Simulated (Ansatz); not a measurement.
The coordinates of a crystal:

```
CELL_PARAMETERS angstrom
3.23419 0.00000 0.00000
-1.61709 2.80089 0.00000
0.00000 0.00000 14.04173
ATOMIC_POSITIONS crystal
Sn 0.66667 0.33333 0.33333
O 0.33333 0.66667 0.40384
O 0.00000 0.00000 0.26283
Sn 0.33333 0.66667 0.66667
O 0.00000 0.00000 0.73717
O 0.66667 0.33333 0.59616
Sn 0.00000 0.00000 0.00000
O 0.66667 0.33333 0.07050
O 0.33333 0.66667 0.92950
```

### Give a crystallographic description of this input.

Its composition is SnO2. Its lattice is rhombohedral (trigonal R), its space group R-3m (No. 166). The prototype is cadmium chloride (CdCl₂) type. One cell contains 3 Sn, 6 O, 9 atoms in all. Sn bonds to six O in a distorted octahedral arrangement at 2.11 Å. Each O has three Sn in a trigonal pyramidal arrangement at 2.11 Å. The bonds build SnO2 layers parallel to (001).

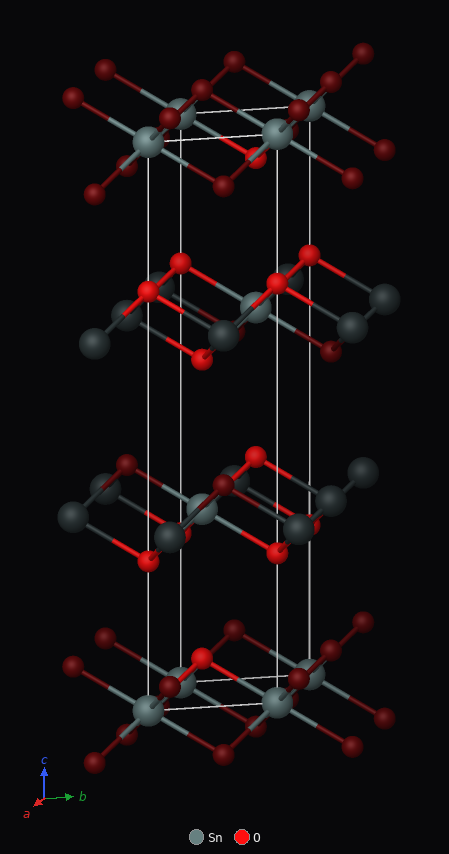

The crystal in a ball-and-stick representation, seen slightly off an axis. One conventional unit cell is outlined, and atoms on its boundary appear in each equivalent place. Every bond is drawn to its end, so some atoms lie outside the box, in fainter colours.

Origin of the cell: a structure listed in the Materials Project. The cell was then strained or its atoms displaced on purpose. It was the input of a calculation with Ansatz.

At this level of theory the cell isn't at rest (stretched, at -5 GPa), so its distances can differ from those at equilibrium, the more so the softer the solid.
